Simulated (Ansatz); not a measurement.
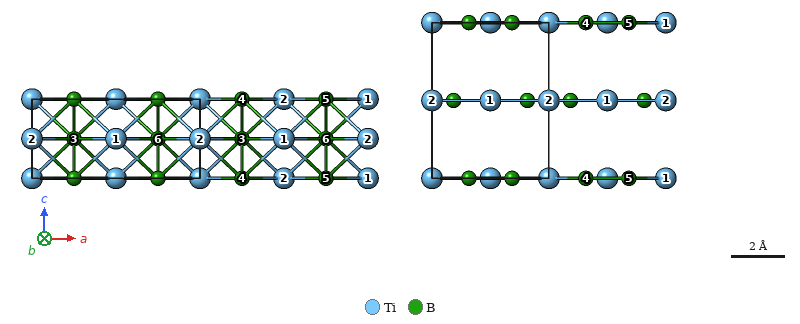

Two geometries of a crystal of TiB2 (a generated structure, set up in Immm) (coarse preliminary run), drawn at one scale. One is the start of a relaxation, the other its converged end. Style: ball-and-stick. Shown: the conventional cell (2 times the calculation's cell), repeated 2 × 1 × 1 with one cell outlined, along the b axis. Lengths and directions refer to the drawn axes.

Method: DFT PBE, scalar-relativistic, plane waves, PAW (Ansatz). (plane-wave cutoff 420 eV; k-point mesh 6 × 6 × 6; occupations gaussian; smearing width 0.1 eV; no spin polarisation; cell and atoms relaxed; force threshold 0.04 eV/Å; at most 70 steps)

Which of the two is the end point?

The left one is the relaxed one. The energy falls by 3607 meV per atom in 17 accepted moves (19 points after the start). Largest force component: 9.4 eV/Å at the start, 0.0044 eV/Å at the end. Pressure: 54.46 GPa at the start and 0.01 GPa at the end. The SCF was repeated twice at an unchanged geometry on a basis and grid sized afresh for the cell, which shifted the energy by 80.4 meV per atom at most. The largest moves relative to the cell, 0.49 Å, are those of B3, B4, B5 and B6. B5 goes along [3 −2 0]. Ti stays in place. The volume changes by −27.1 %, with a 4.481 → 6.438 Å (+43.7 %), b 5.268 → 5.251 Å (−0.3 %), c 5.969 → 3.037 Å (−49.1 %). Among the contacts that change: Ti1–Ti1 5.969 → 3.037 Å, B3–B6 1.653 → 3.219 Å, B3–B4 3.063 → 1.753 Å, Ti2–B3 3.493 → 2.380 Å. New bonds form: B3–B4 (3.06 → 1.75 Å), B5–B6 (3.06 → 1.75 Å), Ti1–B3 (3.30 → 2.38 Å), Ti1–B4 (3.30 → 2.38 Å). Bonds break: B3–B6 (1.65 → 3.22 Å), B4–B5 (1.65 → 3.22 Å), Ti1–Ti2 (2.24 → 3.22 Å). Bond angles that change, for instance: B3–Ti2–B6 57.8° → 85.2°, B3–Ti2–B5 122.2° → 94.8°, Ti1–B5–Ti2 72.2° → 85.2°. The space group (tolerance 0.01 Å) goes from Immm (No. 71) to P6/mmm (No. 191). The run took 110 s on 1 thread of Intel(R) Xeon(R) Processor @ 2.70GHz (shared host), peak memory 0.41 GiB.
